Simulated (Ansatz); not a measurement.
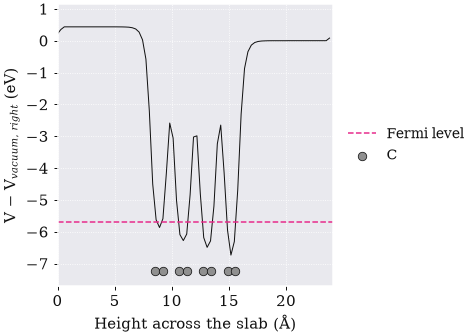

Plane-averaged electrostatic potential energy of an electron across the slab; circles at the bottom mark the heights of the atoms (positions after relaxation).

System: a (100) slab cut from C (P6/mmm), 8 atoms in the cell. Starting structure of the relaxation:

```yaml
crystal:
  lattice:
    - [2.45881, 0.00000, 0.00000]
    - [0.00000, 8.52288, 0.00000]
    - [0.00000, 0.00000, 24.09798]
  atoms:
    - { symbol: C, position: [0.00000, 0.00000, 0.35273] }
    - { symbol: C, position: [0.50000, 0.00000, 0.38218] }
    - { symbol: C, position: [0.50000, 0.00000, 0.44109] }
    - { symbol: C, position: [0.00000, 0.00000, 0.47055] }
    - { symbol: C, position: [0.00000, 0.00000, 0.52945] }
    - { symbol: C, position: [0.50000, 0.00000, 0.55891] }
    - { symbol: C, position: [0.50000, 0.00000, 0.61782] }
    - { symbol: C, position: [0.00000, 0.00000, 0.64727] }
```

Level of theory: DFT PBEsol, scalar-relativistic, plane waves, PAW, no spin polarisation, 12×4×1 k mesh, 420 eV cutoff, Gaussian smearing of 0.1 eV; code Ansatz.

What is the work function?

The work function is 5.70 eV at the right face and 6.14 eV at the left.

Do the two faces differ, and what does that say about the slab's dipole?

The vacuum level is 0.44 eV higher at the left than at the right, so the slab carries a dipole along its normal; the ramp in the vacuum, at or near the edge of the plot, is the dipole correction that keeps each side flat. Some atoms were held fixed in the relaxation, which can itself make the faces differ.

How thick are slab and vacuum?

The outermost atoms are 7.1 Å apart, which leaves 17.0 Å of vacuum in a cell 24.1 Å high.
